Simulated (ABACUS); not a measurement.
**Energy of Tb along an even scaling of the cell**

System: Tb (1 atom in the cell).
Method: Kohn-Sham DFT of a periodic cell, PBE, PseudoDojo NC SR 0.4.1 PBE standard, lanthanides 3+ (f in core), spin-polarised (ABACUS 3.10.1).

The 7 runs differ only in the geometry, by an even scaling of the cell at fixed fractional positions. The structure derives from an entry of the Crystallography Open Database.

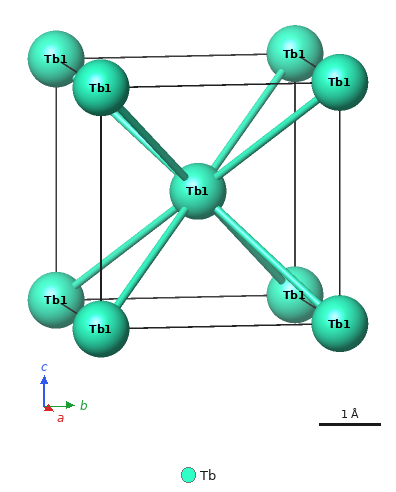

Figure 1. The structure of run 4 (ball-and-stick view of the cell 2 times as large as that of the calculation, set on its symmetry axes, seen slightly off an axis; atoms are numbered from 1 in the order of the input).

### Input file of run 4
```
INPUT_PARAMETERS
suffix              Tb
calculation         scf
basis_type          lcao
pseudo_dir          ./
orbital_dir         ./
symmetry            1
dft_functional      pbe
ecutwfc             100
pseudo_rcut         10
nspin               2
nbands              10
ks_solver           genelpa
smearing_method     fd
smearing_sigma      0.00367493
scf_thr             1e-07
scf_nmax            100
mixing_type         broyden
mixing_beta         0.4
cal_force           1
cal_stress          1
out_mul             1
```

### File STRU of run 4
```
ATOMIC_SPECIES
Tb 158.9254 Tb.upf

NUMERICAL_ORBITAL
Tb_confined-atom_8au_3s2p2d1f.orb

LATTICE_CONSTANT
1.8897261246

LATTICE_VECTORS
-2.0100000000 2.0100000000 2.0100000000
2.0100000000 -2.0100000000 2.0100000000
2.0100000000 2.0100000000 -2.0100000000

ATOMIC_POSITIONS
Direct

Tb
0.0
1
0.0000000000 0.0000000000 0.0000000000 1 1 1 mag 0
```

### File KPT of run 4
```
K_POINTS
0
Gamma
9 9 9 0 0 0
```

Command:
```bash
OMP_NUM_THREADS=1 mpirun -np 4 abacus > log
```

Run 2 differs from it as follows:
```diff
--2.0100000000 2.0100000000 2.0100000000
-2.0100000000 -2.0100000000 2.0100000000
-2.0100000000 2.0100000000 -2.0100000000
+-1.9828345078 1.9828345078 1.9828345078
+1.9828345078 -1.9828345078 1.9828345078
+1.9828345078 1.9828345078 -1.9828345078
```

### Results, with one run withheld

| run | volume per atom (Å³) | free energy per atom, from the lowest run given (meV) | pressure (GPa) |
| --- | --- | --- | --- |
| 1 | 30.533 | 9.60 | 2.11 |
| 2 | 31.183 | ? | ? |
| 3 | 31.833 | 0.00 | 0.30 |
| 4 | 32.482 | 0.44 | −0.51 |
| 5 | 33.132 | 4.04 | −1.26 |
| 6 | 33.782 | 10.57 | −1.95 |
| 7 | 34.431 | 19.78 | −2.59 |

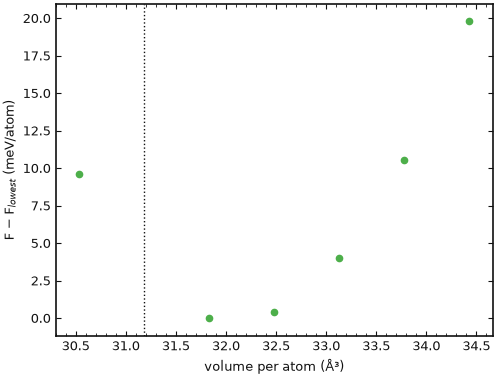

Figure 2. Free energy per atom of the runs given; the dotted line marks run 2.

What should run 2 give?

A cubic polynomial in V^(−2/3) (the Birch–Murnaghan form), fitted to the 6 runs given, misses them by under 0.01 meV per atom. With x = V^(−2/3) − 0.09788 Å⁻², it reads F = 1.105 − 2230 x + 9.4489e+05 x² − 5.6852e+06 x³ (meV per atom). At run 2 it gives 2.96 meV per atom, and the run itself gives 2.97. The slope of the fit gives a pressure −dF/dV of 1.17 GPa there, and the run prints 1.17 GPa. The fit has its minimum at 32.068 Å³ per atom, where V d²F/dV² gives 40.3 GPa: the bulk modulus at this level, since symmetry fixes the shape and the positions.

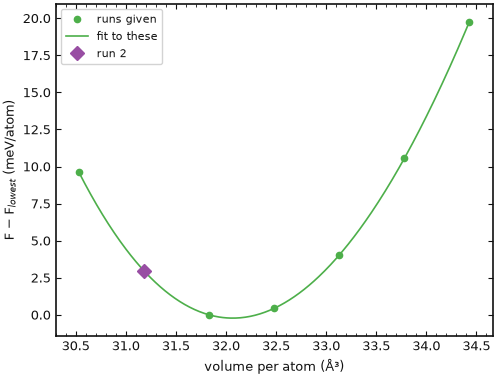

Figure 3. The fit and the withheld run.

### Some lines of the output (run 2)
```
[...]
 E_Fermi        0.7931285605         10.7910676692
 E_Fermi        0.7931329270         10.7911270789
 E_Fermi        0.7931560861         10.7914421737
 E_Fermi        0.7931551018         10.7914287827
 E_Fermi        0.7931576311         10.7914631958
 E_Fermi        0.7931583140         10.7914724864
 E_Fermi        0.7931578560         10.7914662548
 E_Fermi        0.7931581400         10.7914701192
 E_KS(sigma->0) -85.2830477260       -1160.3353918791
 E_Fermi        0.7931581941         10.7914708549
 final etot is -1160.3463334 eV
 EFERMI = 10.791470855 eV
 TOTAL-PRESSURE: 11.735321 KBAR
 !FINAL_ETOT_IS -1160.3463334093823960 eV
```

Notes: Points of doubt noted for this run: f electrons in core; home made orbitals.
